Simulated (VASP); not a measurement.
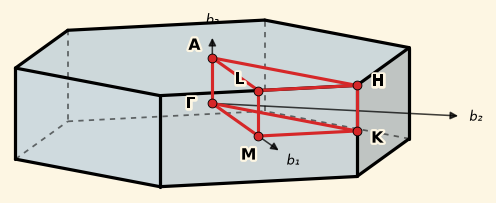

For C, coordinates from a relaxation with VASP Kohn-Sham DFT of a periodic cell, RPBE, VASP PAW PBE potentials, recommended (VASP 6.6.1): the figure shows the first Brillouin zone with its special points and a band path. Geometry calculated from the standardised cell; symmetry tolerance 0.002 Å.

Labels and path follow the convention of Hinuma et al. (2017), as computed by seekpath; the arrows show the directions of the reciprocal primitive vectors b₁, b₂, b₃.

### What lattice type do the shape and the labels point to?

A primitive hexagonal lattice (hP; extended symbol hP2). The zone is a hexagonal prism in its combinatorial type: 8 faces (6 with 4 edges, 2 with 6 edges), 18 edges, 12 vertices.

### Write the standard path through the labelled points.

Γ–M–K–Γ–A–L–H–A | L–M | H–K
